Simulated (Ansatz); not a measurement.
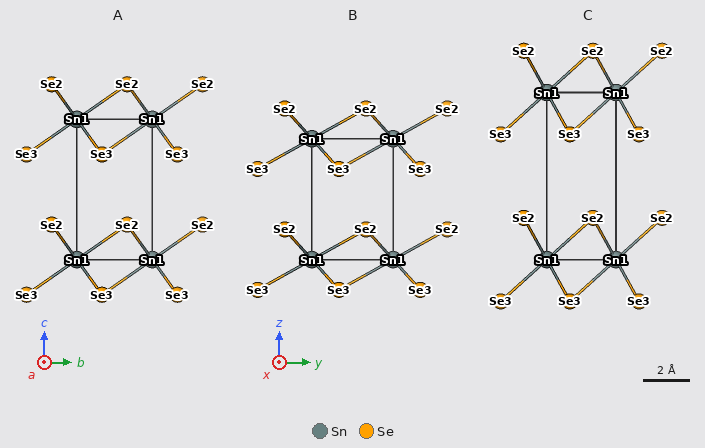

A scan of a crystal of SnSe$_{2}$ (P-3m1): the ratio of the cell's length along z to its lengths across, counted as 1 for the reference, is changed at fixed volume (a c/a path), with the atoms kept at their fractional coordinates. x, y and z are the Cartesian axes of the input. Style: ball-and-stick. Shown: the cell of the calculation, along the a axis.

Method: DFT PBE+D3(BJ), scalar-relativistic, plane waves, PAW in Ansatz 0.2.0. Set-up: plane-wave cutoff 420 eV; k-point mesh 9 × 9 × 6; occupations gaussian; smearing width 0.05 eV; no spin polarisation. Energies (free energies at the smearing named) are counted from the cell as listed in its source, which wasn't relaxed.

Order these geometries by energy, lowest first.

Answer. Lowest first: A (the relative ratio 1.00, 0.0 meV/atom), B (the relative ratio 0.80, 119.1 meV/atom), C (the relative ratio 1.30, 241.1 meV/atom). Over the whole scan: the lowest computed point lies at the relative ratio 1.00 (0.0 meV/atom). The unrelaxed reference is under a pressure of 3.0 GPa. The distortion keeps the space group P-3m1. At the relative ratio 1.30 the cell of the drawing goes a 3.811 → 3.492 Å, b 3.811 → 3.492 Å, c 6.137 → 7.310 Å. The band gap on the mesh, 0.70 eV in the reference, closes at 0.80, 1.20, 1.30.
